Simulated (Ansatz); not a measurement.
# ZnS: what the fields show

```
Zn S
1.0
     3.94618    0.00000    0.00000
    -1.97309    3.41749    0.00000
     0.00000    0.00000    5.67852
Zn S
2 2
Direct
  0.33333 0.66667 0.25000
  0.66667 0.33333 0.75000
  0.66667 0.33333 0.25000
  0.33333 0.66667 0.75000
```

Space group P6₃/mmc; started from the h-MgO (five-fold) prototype, which need not be the ambient phase.

Level of theory: Ansatz 0.2.0, DFT, PBEsol, plane waves, PAW.

In a PAW calculation such maps are meaningful between the atoms, not at the nuclei.

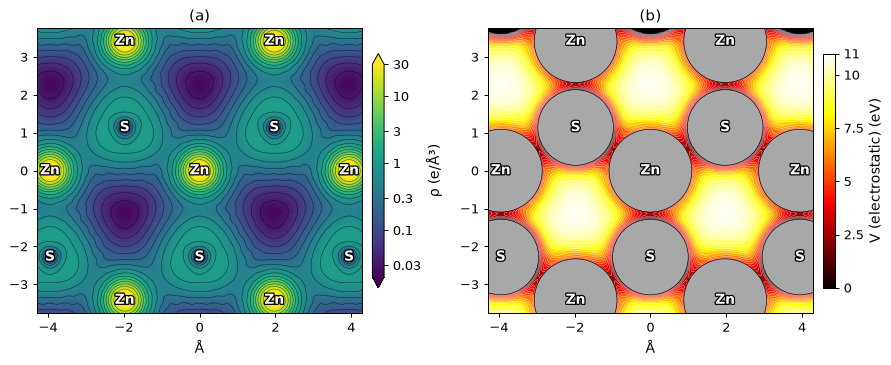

Figure 1. (a) valence electron density; (b) electrostatic potential (local pseudopotential plus Hartree) felt by an electron on the (001) plane of the conventional cell. Grey discs cover the atomic cores in the potential map.

**Read the bonding off the picture.**

The plane passes through Zn and S nuclei.
Zn–S (2.28 Å): the density is about 0.56 e/Å³ at the midpoint.
Between the atoms the lowest density in this plane is 0.02 e/Å³.
Outside the cores the potential energy rises away from the atoms and is highest about 2.3 Å from the nearest atoms; its zero is arbitrary.

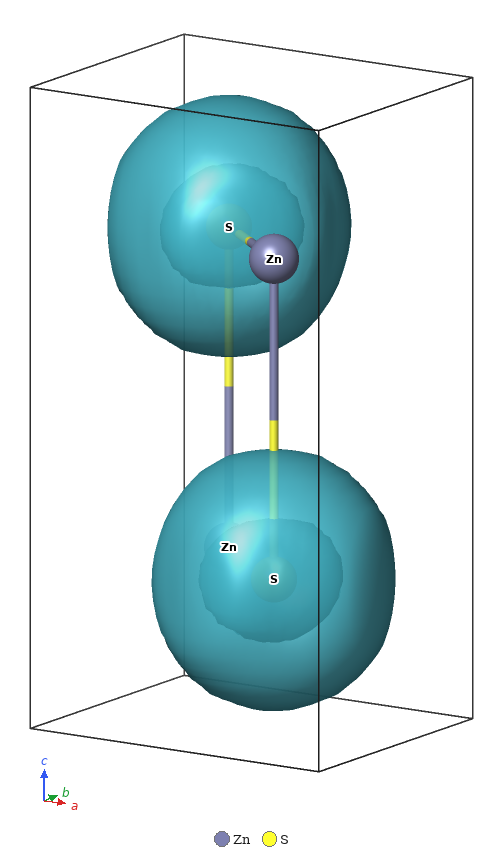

Figure 2. Isosurface of the ELF at 0.75 (cyan), seen slightly off an axis. Core shells and regions of very low density are left out. Sticks mark near contacts.

**Describe the localisation domains.**

The ELF exceeds this value in two regions wrapped around S (the valence shell of each), counted in one cell of 4 atoms. Regions shared between cells count once.


Zn–S (2.28 Å): the ELF peaks at about 0.90 in the valence shell of S, 0.8 Å from its nucleus, and is about 0.55 at the midpoint.

**Does the calculation give a band gap?**

It is gapped, with a Kohn–Sham gap of 1.1 eV on the k-point mesh (the band edges may lie off the mesh, which would make the gap smaller).
